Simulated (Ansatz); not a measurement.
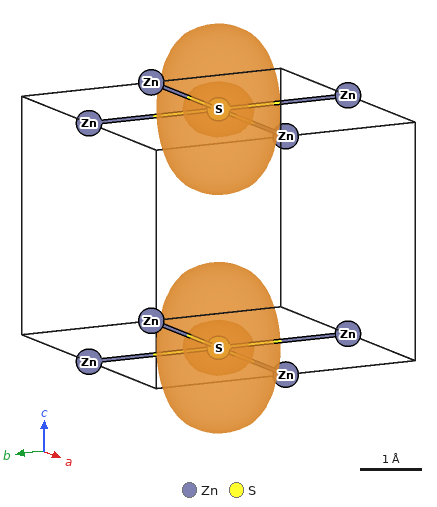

Figure 1: Zn$_{2}$S. Isosurface of the ELF at 0.7 (orange), seen at an oblique angle. Core shells and regions of very low density are left out. Sticks mark near contacts.

Space group P4/mmm; a structure generated by program, which may or may not match a known phase.

Method: DFT PBE, scalar-relativistic, plane waves, PAW (Ansatz 0.2.0).

```
Zn S
1.0
     4.79103    0.00000    0.00000
     0.00000    4.79103    0.00000
     0.00000    0.00000    4.00300
Zn S
2 1
Direct
  0.00000 0.50000 0.00000
  0.50000 0.00000 0.00000
  0.50000 0.50000 0.00000
```

What do the ELF domains correspond to?

The surface consists of one region wrapped around S (its valence shell), counted in one cell of 3 atoms. Any copies at cell faces, edges or corners count once. Along the contacts the grid gives the following. Zn–S (2.40 Å): the ELF peaks at about 0.80 in the valence shell of S, 0.8 Å from its nucleus, and is about 0.50 at the midpoint.

Metal or insulator at this level of theory?

It is metallic or semimetallic at this level of theory: no gap opens.
